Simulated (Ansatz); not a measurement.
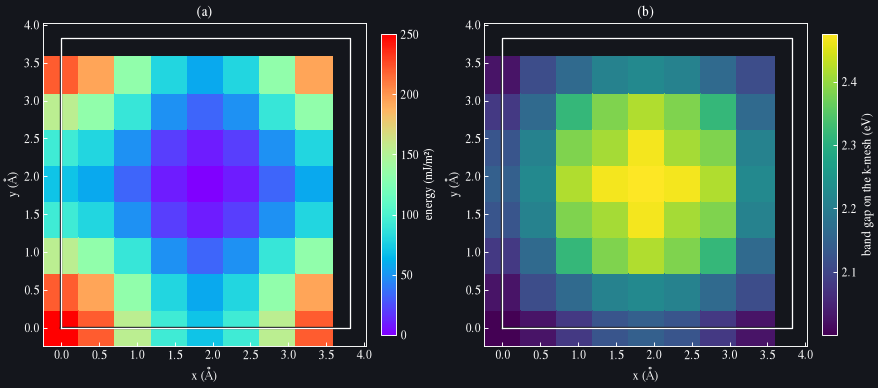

A bilayer of two SnO sheets (8 atoms in the cell). The upper layer of a bilayer is slid over the lower one; relaxed at each slide: nothing; the origin of the map has Sn5 above Sn4; the distance between the facing planes is held at 3.80 Å. Places are given modulo a cell vector. The map is drawn in real space over the plane of the slide. The grid has 8 × 8 points; 15 points were computed and 49 follow by symmetry. Energies: mJ/m², counted from the lowest grid point. At a held distance the lowest stacking need not be the one that binds best once the distance relaxes. The calculation used Ansatz 0.2.0, DFT PBE+D3(BJ), scalar-relativistic, plane waves, PAW. Settings: cutoff 420 eV, k-mesh 7×7×1, gaussian smearing 0.05 eV, no spin polarisation.

Panel (a) is the energy; panel (b) is the computed band gap on the k-mesh, in eV.

The picture shows one coloured cell a grid point, the outline of one cell of the plane.

Q: How does the band gap on the k-mesh vary over the map, and what is it at the lowest grid point?

A: It runs from 2.00 eV at (0/8, 0/8) of the cell vectors to 2.48 eV at (4/8, 4/8) of the cell vectors. At the lowest grid point, (4/8, 4/8) of the cell vectors, it is 2.48 eV.

```tsv
second ↓, first →	0/8	1/8	2/8	3/8	4/8	5/8	6/8	7/8
7/8	2.03	2.11	2.16	2.21	2.22	2.21	2.16	2.11
6/8	2.08	2.16	2.32	2.38	2.42	2.38	2.32	2.16
5/8	2.13	2.21	2.38	2.41	2.47	2.41	2.38	2.21
4/8	2.14	2.22	2.42	2.47	2.48	2.47	2.42	2.22
3/8	2.13	2.21	2.38	2.41	2.47	2.41	2.38	2.21
2/8	2.08	2.16	2.32	2.38	2.42	2.38	2.32	2.16
1/8	2.03	2.11	2.16	2.21	2.22	2.21	2.16	2.11
0/8	2.00	2.03	2.08	2.13	2.14	2.13	2.08	2.03
```

PAW datasets: the set soft_1.
